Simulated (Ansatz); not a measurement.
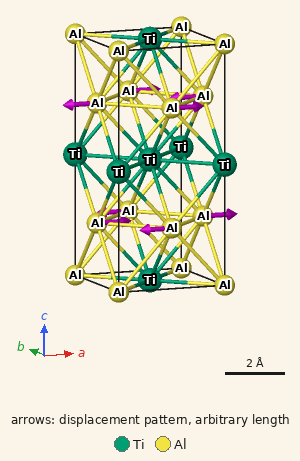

One vibrational mode of solid Ti3Al5 at the zone centre. The purple arrows give the relative displacements of the atoms. The picture is a ball-and-stick view of the cell of the calculation, seen slightly off an axis.

Level of theory: Ansatz 0.2.0, DFT r2SCAN, scalar-relativistic, plane waves, PAW. Set-up: plane-wave cutoff 500 eV; k-point mesh 10 × 10 × 6; occupations gaussian; smearing width 0.15 eV; no spin polarisation.

Q: What mode is this, and where does it lie in the spectrum?

A: This is the E_g mode (doubly degenerate; one member of the set is drawn) at 330 cm⁻¹, optical level 13 of 14, counted from below, Raman-active by symmetry. The Ti (1b) and Ti (1c) and Ti (1d) and Al (1a) atoms stay at rest; all motion is along a; atoms of one kind move against one another, with no net shift of their sublattice.
